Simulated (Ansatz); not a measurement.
# Single-point calculation, with input and output: Fe₃Co (part 1 of 2)

- system: Fe₃Co (P4/mmm, 8 atoms in the cell)
- method: DFT PBEsol, scalar-relativistic, plane waves, PAW, spin-polarised (Ansatz 0.2.0)

The structure derives from a Materials Project entry. It belongs to a series of runs on one base structure; here: antiferromagnetic, doubled cell, propagation vector (0, 0, 1/2). Figures and captions count atoms from 1; the log counts them from 0 in places.

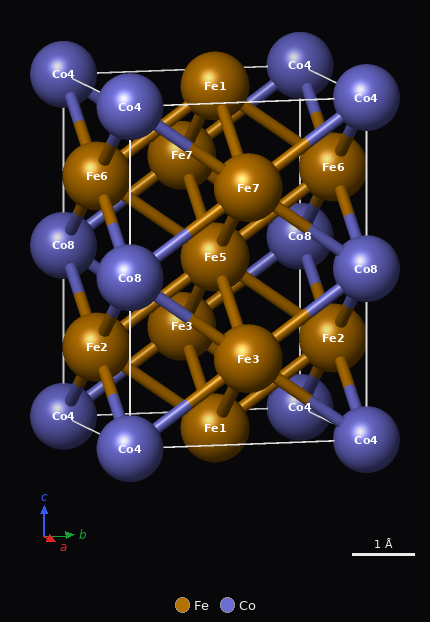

The structure (ball-and-stick view of the cell of the calculation, seen slightly off an axis; atoms are numbered from 1 in the order of the input). An atom can appear more than once, as a periodic image. Near neighbours in the periodic cell (some may lie outside the picture): Fe has 8 Fe at 2.46 Å; Fe has 4 Co at 2.46 Å and 4 Fe at 2.46 Å; Co has 8 Fe at 2.46 Å.

**Summary**

| quantity | value |
| --- | --- |
| outcome | converged |
| space group (tolerance 0.01 Å) | P4/mmm (123) |
| electrons treated | 130 |
| free energy | −36877.3740 eV |
| Fermi energy | 18.243 eV |
| gap on the k-point mesh | none (metallic) |
| net moment of the cell | 0.00 μB |
| integrated absolute moment | 16.46 μB |
| pressure | −10.11 GPa |
| largest force (length of the vector) | 0.651 eV/Å |
| hardware | 1 thread of Intel Xeon (Sapphire Rapids), 192 GiB of memory available, shared host |
| wall time | 2.2 min |
| peak memory | 1 GiB |

**Input file**
```yaml
crystal:
  lattice:
    - [4.023579445, 0.0, 0.0]
    - [0.0, 4.023579445, 0.0]
    - [0.0, 0.0, 5.65541034]
  atoms:
    - { symbol: Fe, position: [0.5, 0.5, 0.0], spin: 4.0 }
    - { symbol: Fe, position: [0.5, 0.0, 0.25], spin: 4.0 }
    - { symbol: Fe, position: [0.0, 0.5, 0.25], spin: 4.0 }
    - { symbol: Co, position: [0.0, 0.0, 0.0], spin: 3.0 }
    - { symbol: Fe, position: [0.5, 0.5, 0.5], spin: -4.0 }
    - { symbol: Fe, position: [0.5, 0.0, 0.75], spin: -4.0 }
    - { symbol: Fe, position: [0.0, 0.5, 0.75], spin: -4.0 }
    - { symbol: Co, position: [0.0, 0.0, 0.5], spin: -3.0 }
basis:
  ecutwfc: 420
kpoints:
  mp_grid: { grid: [10, 10, 7] }
hamiltonian:
  xc: pbesol
scf:
  occupations: { method: gaussian, width: 0.1 }
  lower_state_search: "off"
output:
  forces: true
  stress: true
  eigenvalues: true
  populations: true
magnetization:
  spin_polarized: true
```

Launch command:
```bash
ansatz run input.yaml --threads 1 --pin off --max-ram 2560MiB --backend cpu --events-out ev --progress --plain --runs-dir out
```

**Output**
```
Engine: ansatz 0.2.0, x86_64-unknown-linux-gnu
Pseudopotentials: kind: paw
Pseudopotential: Fe, paw, valence charge 16, recommended cutoff 420 eV (normal), Fe.paw.azcp
Pseudopotential: Co, paw, valence charge 17, recommended cutoff 420 eV (normal), Co.paw.azcp
Functional definition: PBEsol
  exchange = pbesol_x
  correlation = pbesol_c
Crystal: 8 atoms, lattice volume = 91.557 Å³
Basis set: ecut = 420 eV, 1811 PW (Γ), exchange–correlation on 54×54×80 points (8 copies of the dense FFT grid, shifted against one another)
Bands: 96, of which v1, the nominal top of the filled ones, is band 65 counted from 1 (64 counted from 0)
Symmetry: 8 space group operations
Space group: P4mm (ITA 99), of the structure as read, at distance tolerance 4.5e-5 Å
Magnetic group: BNS 99.168 (UNI 828), of the structure as read, at distance tolerance 4.5e-5 Å
k-points: 84 of 700 (time reversal used)
Non-local potential: Fe, projectors of the file, l = 0: 3, l = 1: 2, l = 2: 3, l = 3: 1
Non-local potential: Co, projectors of the file, l = 0: 3, l = 1: 2, l = 2: 3, l = 3: 1
PAW form: soft (Blöchl's): semilocal exchange-correlation on the pseudo side does not see the compensation charge
PAW frozen core: Fe, regenerated for the run's functional, and the local potential with it (the file was generated under x = pbe(κ = 0.804, μ = 0.2195149727645171), c = pbe(β = 0.06672455060314922))
PAW frozen core: Co, regenerated for the run's functional, and the local potential with it (the file was generated under x = pbe(κ = 0.804, μ = 0.2195149727645171), c = pbe(β = 0.06672455060314922))
PAW one-centre angular grid: Fe, 590 points (default); XC on 64 Gauss nodes
PAW one-centre angular grid: Co, 590 points (default); XC on 64 Gauss nodes
Initial density: superposition of atomic densities (chi_scale 0.1, normalization cell)
Starting moments: Σ|m| = 30 μB on 8 of 8 sites
Starting magnetic order: antiferromagnet; a translation exchanges its spin sublattices: spin-degenerate at every k-point
Initial wavefunctions: pseudopotential atomic-orbital guess
Functional: x = pbesol(κ = 0.804, μ = 0.12345679012345678), c = pbesol(β = 0.046)
SCF iter   1: F=—  HF=-36875.403259 eV  |F-HF|=—  |Δ(HF+E_count)|=         —  Δρ=1.24e-1 (↑1.24e-1 ↓1.24e-1)  dr2=5.63e0  dr2_m=1.10e1  M=0.000 μB ∫|m|=20.750 μB  β_m=0.30  ethr=3.10e-3  ⟨swp⟩=4.6  Hψ=25967  notcnv=0  defer=532
Mixer restart at iter 1: flushing history
preconditioner: auto → Kerker (q_TF=auto, 2.892 Å⁻¹)  [metal: Δε(μ)=0.022 eV  Ē_g=10.219 eV  σ=0.100 eV  W_gap=0.12  n_scr=36 (ndim 8)  ℏωp=31.5 eV  f_vac=0.000  D(μ)=8.81/eV (n_scr^D=122)]
spin=Collinear: Kerker preconditioning applied to the charge; magnetization (m = ρ↑ − ρ↓) channel mixes plain (no charge-response kernel on spin).
spin-set hold released at iteration 1 (the charge has settled, or the pull on large starting moments outlasts its swing): the magnetisation degrees of freedom join the quasi-Newton model from the next iteration; the mixer history was flushed
SCF iter   2: F=—  HF=-36875.900432 eV  |F-HF|=—  |Δ(HF+E_count)|=   4.97e-1  Δρ=9.05e-2 (↑9.05e-2 ↓9.05e-2)  dr2=3.29e0  dr2_m=5.78e0  M=0.000 μB ∫|m|=20.131 μB  β_m=0.51  ethr=3.10e-3  ⟨swp⟩=2.0  Hψ=10112  notcnv=0  defer=1746
SCF iter   3: F=—  HF=-36878.035305 eV  |F-HF|=—  |Δ(HF+E_count)|=    2.13e0  Δρ=1.35e-1 (↑1.35e-1 ↓1.35e-1)  dr2=2.94e1  dr2_m=7.27e0  M=0.000 μB ∫|m|=19.006 μB  β_m=0.31  ethr=2.53e-3  ⟨swp⟩=3.2  Hψ=15088  notcnv=0  defer=1734  recentre
SCF iter   4: F=—  HF=-36877.013610 eV  |F-HF|=—  |Δ(HF+E_count)|=    1.02e0  Δρ=5.07e-2 (↑5.07e-2 ↓5.07e-2)  dr2=1.35e0  dr2_m=1.68e0  M=0.000 μB ∫|m|=18.756 μB  β_m=0.41  ethr=2.53e-3  ⟨swp⟩=2.7  Hψ=12402  notcnv=0  defer=1747
SCF iter   5: F=—  HF=-36877.512687 eV  |F-HF|=—  |Δ(HF+E_count)|=   4.99e-1  Δρ=3.69e-2 (↑3.69e-2 ↓3.69e-2)  dr2=4.03e0  dr2_m=2.18e-1  M=0.000 μB ∫|m|=16.904 μB  β_m=0.31  ethr=1.04e-3  ⟨swp⟩=2.7  Hψ=10427  notcnv=0  defer=1765
SCF iter   6: F=—  HF=-36877.366487 eV  |F-HF|=—  |Δ(HF+E_count)|=   1.46e-1  Δρ=1.17e-2 (↑1.17e-2 ↓1.17e-2)  dr2=9.40e-2  dr2_m=8.62e-2  M=0.000 μB ∫|m|=16.944 μB  β_m=0.65  ethr=1.04e-3  ⟨swp⟩=2.3  Hψ=9818  notcnv=0  defer=1716
SCF iter   7: F=—  HF=-36877.376572 eV  |F-HF|=—  |Δ(HF+E_count)|=   1.01e-2  Δρ=1.71e-2 (↑1.71e-2 ↓1.71e-2)  dr2=5.60e-1  dr2_m=9.65e-2  M=0.000 μB ∫|m|=16.316 μB  β_m=0.65  ethr=7.23e-5  ⟨swp⟩=2.1  Hψ=11898  notcnv=0  defer=1703
SCF iter   8: F=—  HF=-36877.371528 eV  |F-HF|=—  |Δ(HF+E_count)|=   5.04e-3  Δρ=5.87e-3 (↑5.87e-3 ↓5.87e-3)  dr2=7.36e-2  dr2_m=1.29e-2  M=0.000 μB ∫|m|=16.619 μB  β_m=0.83  ethr=7.23e-5  ⟨swp⟩=2.1  Hψ=9995  notcnv=0  defer=1691
SCF iter   9: F=—  HF=-36877.375555 eV  |F-HF|=—  |Δ(HF+E_count)|=   4.03e-3  Δρ=6.15e-3 (↑6.15e-3 ↓6.15e-3)  dr2=8.19e-2  dr2_m=1.08e-2  M=0.000 μB ∫|m|=16.561 μB  β_m=0.91  ethr=5.66e-5  ⟨swp⟩=1.9  Hψ=7803  notcnv=0  defer=1684
SCF iter  10: F=—  HF=-36877.376008 eV  |F-HF|=—  |Δ(HF+E_count)|=   4.53e-4  Δρ=5.08e-3 (↑5.08e-3 ↓5.08e-3)  dr2=6.25e-2  dr2_m=5.08e-3  M=0.000 μB ∫|m|=16.521 μB  β_m=0.85  ethr=5.66e-5  ⟨swp⟩=1.0  Hψ=6913  notcnv=0  defer=1684
SCF iter  11: F=—  HF=-36877.373955 eV  |F-HF|=—  |Δ(HF+E_count)|=   2.05e-3  Δρ=1.11e-3 (↑1.11e-3 ↓1.11e-3)  dr2=3.05e-3  dr2_m=2.27e-4  M=0.000 μB ∫|m|=16.492 μB  β_m=0.92  ethr=4.81e-5  ⟨swp⟩=1.2  Hψ=6604  notcnv=0  defer=1684
SCF iter  12: F=—  HF=-36877.373936 eV  |F-HF|=—  |Δ(HF+E_count)|=   1.87e-5  Δρ=4.29e-4 (↑4.29e-4 ↓4.29e-4)  dr2=3.56e-4  dr2_m=7.78e-5  M=0.000 μB ∫|m|=16.463 μB  β_m=0.96  ethr=2.34e-6  ⟨swp⟩=1.1  Hψ=6943  notcnv=0  defer=1684
SCF iter  13: F=—  HF=-36877.374040 eV  |F-HF|=—  |Δ(HF+E_count)|=   1.04e-4  Δρ=9.39e-4 (↑9.39e-4 ↓9.39e-4)  dr2=2.20e-3  dr2_m=1.55e-4  M=0.000 μB ∫|m|=16.460 μB  β_m=0.92  ethr=2.74e-7  ⟨swp⟩=2.0  Hψ=8339  notcnv=0  defer=1684  recentre
SCF iter  14: F=—  HF=-36877.373964 eV  |F-HF|=—  |Δ(HF+E_count)|=   7.64e-5  Δρ=1.20e-4 (↑1.20e-4 ↓1.20e-4)  dr2=2.89e-5  dr2_m=3.52e-6  M=0.000 μB ∫|m|=16.456 μB  β_m=0.90  ethr=2.74e-7  ⟨swp⟩=2.0  Hψ=8755  notcnv=0  defer=1684
SCF iter  15: F=—  HF=-36877.373974 eV  |F-HF|=—  |Δ(HF+E_count)|=   1.08e-5  Δρ=3.21e-4 (↑3.21e-4 ↓3.21e-4)  dr2=2.68e-4  dr2_m=1.87e-5  M=0.000 μB ∫|m|=16.455 μB  β_m=0.90  ethr=2.23e-8  ⟨swp⟩=2.0  Hψ=11242  notcnv=0  defer=1684
SCF iter  16: F=—  HF=-36877.373959 eV  |F-HF|=—  |Δ(HF+E_count)|=   1.51e-5  Δρ=1.95e-5 (↑1.95e-5 ↓1.95e-5)  dr2=8.85e-7  dr2_m=8.59e-8  M=0.000 μB ∫|m|=16.456 μB  β_m=0.95  ethr=2.23e-8  ⟨swp⟩=2.0  Hψ=10030  notcnv=0  defer=1684
SCF iter  17: F=—  HF=-36877.373959 eV  |F-HF|=—  |Δ(HF+E_count)|=   2.22e-7  Δρ=3.37e-5 (↑3.37e-5 ↓3.37e-5)  dr2=3.48e-6  dr2_m=1.67e-7  M=0.000 μB ∫|m|=16.456 μB  β_m=0.95  ethr=6.80e-10  ⟨swp⟩=2.0  Hψ=10172  notcnv=0  defer=1684
SCF iter  18: F=—  HF=-36877.373959 eV  |F-HF|=—  |Δ(HF+E_count)|=   7.32e-8  Δρ=2.52e-5 (↑2.52e-5 ↓2.52e-5)  dr2=1.61e-6  dr2_m=1.03e-7  M=0.000 μB ∫|m|=16.457 μB  β_m=0.75  ethr=6.80e-10  ⟨swp⟩=2.0  Hψ=10179  notcnv=0  defer=1684
SCF iter  19: F=—  HF=-36877.373959 eV  |F-HF|=—  |Δ(HF+E_count)|=   7.45e-8  Δρ=8.40e-6 (↑8.40e-6 ↓8.40e-6)  dr2=2.29e-7  dr2_m=8.88e-9  M=0.000 μB ∫|m|=16.456 μB  β_m=0.61  ethr=6.80e-10  ⟨swp⟩=1.2  Hψ=6426  notcnv=0  defer=1684
SCF iter  20: F=-36877.373959 eV  HF=-36877.373959 eV  |F-HF|=7.36e-9  |Δ(HF+E_count)|=   9.92e-9  Δρ=1.67e-6 (↑1.67e-6 ↓1.67e-6)  dr2=8.23e-9  dr2_m=4.10e-10  M=0.000 μB ∫|m|=16.456 μB  ethr=7.69e-11  ⟨swp⟩=9.4  Hψ=38849  notcnv=0
SCF 1 converged in 20 iterations: F = -36877.373959 eV  dr2 = 8.23e-9
  greatest PAW one-centre occupation: 1.002 electrons in one spin orbital (limit 2), on the Fe atom at site 6 (counted from 0), in its partial waves of l = 1
```

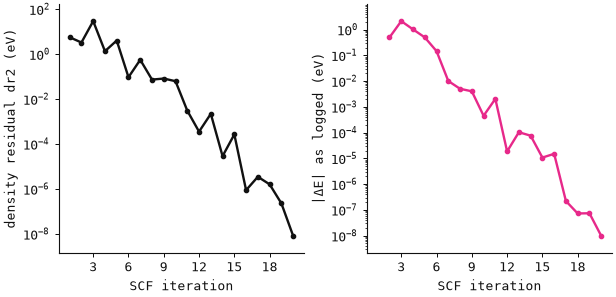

Convergence of the self-consistent field: density residual dr2 and size of the energy change against the SCF iteration. The residual falls unevenly and jumps up by a factor of two or more 6 times on the way down.

```
SCF converged after 20 iterations
Magnetization: 0.0000 μB (65.0000 up, 65.0000 down)
Absolute magnetization: 16.4577 μB (∫|ρ↑−ρ↓|, with the PAW one-centre terms)
Spin contamination: 7.6896 ħ² per cell (⟨S²⟩ above its minimum at these occupations)
Per-site moments (μB) at R_I (Å): [(1.8407246011777516, 1.014303615357774), (2.538904870394475, 1.014303615357774), (2.538904870394475, 1.014303615357774), (1.0181411636724986, 1.014303615357774), (-1.8407246011777516, 1.014303615357774), (-2.538904870394475, 1.014303615357774), (-2.538904870394475, 1.014303615357774), (-1.0181411636724982, 1.014303615357774)]
Free energy (F): -36877.373959 eV
Harris-Foulkes:  -36877.373959 eV  (|F-HF|=7.36e-9)
Internal energy: -36877.317322 eV  (E = F + TS)
E sigma→0 (E₀):  -36877.345641 eV
Entropy (-TS):   -0.056638 eV (-7.080 meV/atom)
Fermi energy:    18.243103 eV
--- Per-component energies (eV) ---
  E_band       = -1819.327845
  E_kinetic    = 3004.954130
  E_local      = -18264.786354  (includes V_loc(G=0)·N_el)
  E_nonlocal   = 2231.807611
  E_hartree    = 7640.417358
  E_xc         = -1016.480734
  E_vxc        = -1315.294138  (∫ρ·V_xc dr)
  E_paw        = -10973.587570  (= ΣΔE_a)
  E_vpaw       = -2756.851701  (= ΣTr[D̂ρ^β])
  E_aug_tail   = 0.004658  (compensation charges beyond the density's cutoff)
  E_ewald      = -19501.098469
  E_core_change = 1.452048  (= ΣΔE_core)
  E_smearing   = -0.056638  (= −TS)
  E_closure    = 0.000000  (closes the sum)
  Σ components = -36877.373959   (vs F -36877.373959, Δ=0.00e0)
--- Forces (eV/Å), atoms counted from 1 ---
  atom   1  Fe    -0.00000000     0.00000000     0.25744208
  atom   2  Fe     0.00000000     0.00000000    -0.45443451
  atom   3  Fe     0.00000000     0.00000000    -0.45443451
  atom   4  Co    -0.00000000     0.00000000     0.65142588
  atom   5  Fe    -0.00000000     0.00000000     0.25744208
  atom   6  Fe     0.00000000     0.00000000    -0.45443451
  atom   7  Fe     0.00000000     0.00000000    -0.45443451
  atom   8  Co    -0.00000000     0.00000000     0.65142588
  max |Σ_I F_I| component: 2.13e-6 eV/Å
```
